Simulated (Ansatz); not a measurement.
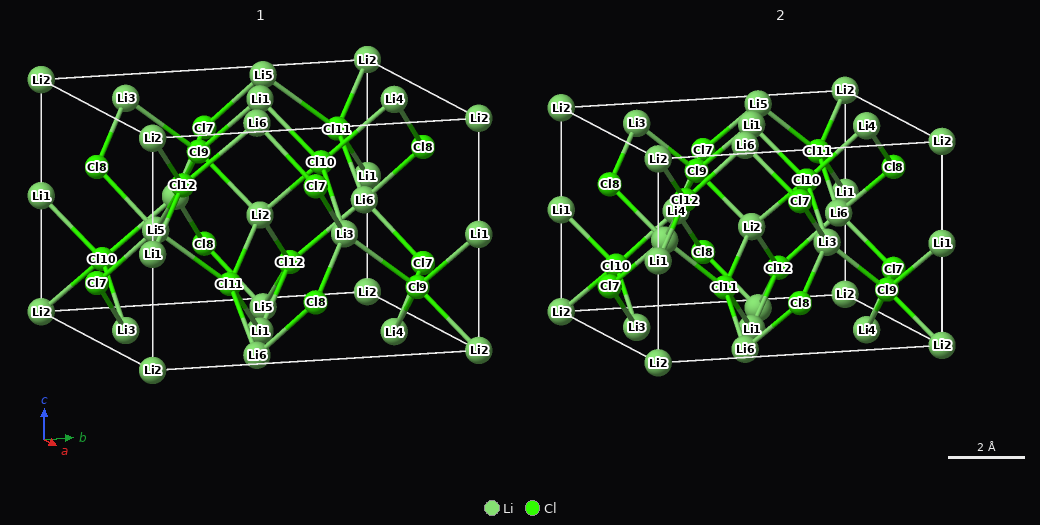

Two geometries of crystalline LiCl (a generated structure, set up in I-4c2) (coarse preliminary run), drawn at one scale. One is the start of a relaxation, the other its converged end. The picture is a ball-and-stick view of the conventional cell (2 times the calculation's cell), seen slightly off an axis. Lengths and directions refer to the drawn axes.

Level of theory: DFT PBE, scalar-relativistic, plane waves, PAW in Ansatz. Set-up: plane-wave cutoff 420 eV; k-point mesh 4 × 4 × 4; occupations gaussian; smearing width 0.1 eV; no spin polarisation; cell and atoms relaxed; force threshold 0.04 eV/Å; at most 70 steps.

Question: Which geometry has the lower energy?

Answer: Structure 1 is the relaxed one. Over 5 accepted moves (6 points after the start) the energy falls by 341 meV per atom. Largest force component: 0.073 eV/Å at the start, 0.0028 eV/Å at the end. Pressure: 21.15 GPa at the start and 0.20 GPa at the end. The SCF was repeated once at an unchanged geometry on a basis and grid sized afresh for the cell, which shifted the energy by 2.6 meV per atom at most. The largest moves relative to the cell, 0.13 Å, are those of Li3, Li4, Li5 and Li6. Li3 goes along [1 −1 0]. Largest moves by element: Li 0.13 Å, Cl 0.06 Å. The drawn cell changes as follows: a = b 7.975 → 9.164 Å (+14.9 %), c 5.511 → 6.274 Å (+13.8 %); the volume changes by +50.3 %. Near-neighbour distances that change, for instance: Li3–Cl10 2.177 → 2.598 Å, Cl7–Cl8 2.756 → 3.137 Å, Li1–Cl10 2.133 → 2.396 Å, Li3–Cl7 2.133 → 2.343 Å. Bond angles that change, for instance: Cl11–Li6–Cl12 113.6° → 109.5°, Cl7–Li6–Cl8 80.5° → 84.1°, Li3–Cl7–Li4 99.5° → 95.9°. The space group stays I-4c2 (No. 120). The run took 55 s on 1 thread of Arm Neoverse V2 (shared host), peak memory 0.46 GiB.
